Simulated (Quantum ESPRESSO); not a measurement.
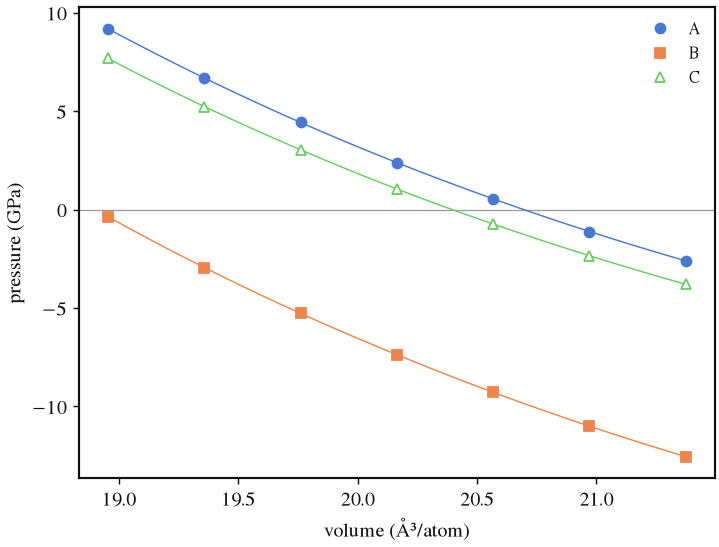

The figure shows the pressure against volume, with one curve for each functional, for Si (space group Fd-3m). The labels are replaced by letters. In alphabetical order the cases are: HF; optB86b-vdW; rPW86PBE + rVV10.

Method: plane-wave DFT, no spin polarisation; energies at scaled volumes of the given cell, shape and fractions fixed, counted from the fit's minimum, third-order Birch-Murnaghan fit (Quantum ESPRESSO 7.5). All runs: no spin polarisation.

Which letter stands for which functional?

Answer. A: rPW86PBE + rVV10; B: HF; C: optB86b-vdW.

Limits of the calculation: coarse mesh for exact exchange (HF); the fit and the printed pressures don't fully agree, or the minimum lies near the end of the range (HF); potentials made for another functional.
